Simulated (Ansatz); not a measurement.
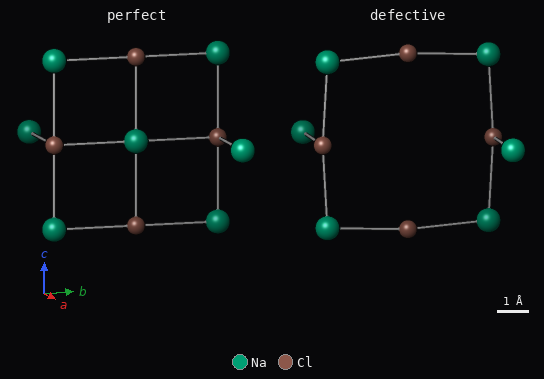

Left: perfect NaCl. Right: the same region with one point defect, after relaxing the atoms in a supercell of 32 sites. The picture is a ball-and-stick view of the atoms within 4.6 Å of one point, in a slice 4.2 Å thick across the line of sight, seen slightly off an axis.

Method: Ansatz 0.2.0, DFT PBE, scalar-relativistic, plane waves, PAW. (plane-wave cutoff 420 eV; k-point mesh 2 × 2 × 2; occupations gaussian; smearing width 0.01 eV; mesh shifted by (0.5, 0.5, 0.5); collinear spin) The cell is small and the k-mesh coarse, so the numbers are rough. A uniform background neutralises the charged cell. The axes drawn are those of the host's conventional cell.

> Which defect is it?

A sodium atom is taken out (a vacancy).

The charge state of the cell is −1.

> How does the lattice respond?

Around the empty Na site the host had 6 Cl at 2.85 Å; after relaxation the nearest atoms are 6 Cl at 2.97 Å. Of the host's atoms, a chlorine atom moves furthest from its site, by 0.12 Å. The cell ends without a net magnetic moment.
